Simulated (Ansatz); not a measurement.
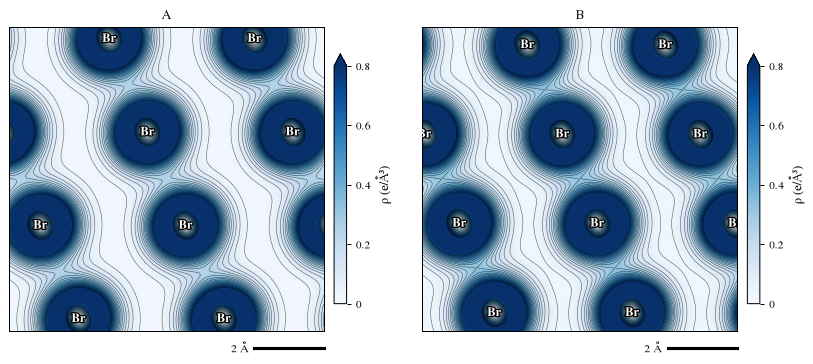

Br. The valence pseudo-density of two cells that differ in size and shape, on the (011̄) plane of each (indices in the axes of the calculation cell), at one length scale and on one colour scale: A has 30.2 Å³ an atom and B 25.9.

Method: DFT PBE+D3(BJ), scalar-relativistic, plane waves, PAW in Ansatz 0.2.0.

The density is the valence pseudo-density of a PAW calculation; it isn't the true density close to the nuclei.

The larger cell:

```
Br
1.0
    -1.51181    1.41694    3.61255
     1.41694   -1.51181    3.61255
     1.47385    1.47385   -3.65051
Br
1
Direct
  0.00000 0.00000 0.00000
```

The smaller cell: a = 3.953 Å, b = 3.953 Å, c = 3.973 Å, α = 139.42°, β = 139.42°, γ = 59.34°.

Question: What does the compression do to the bonding and the properties?

Answer: From the larger cell to the smaller, Br–Br goes from 2.89 to 2.75 Å, and the density at its midpoint from 0.25 to 0.32 e/Å³; the pressure goes from −1.6 to 4.8 GPa.
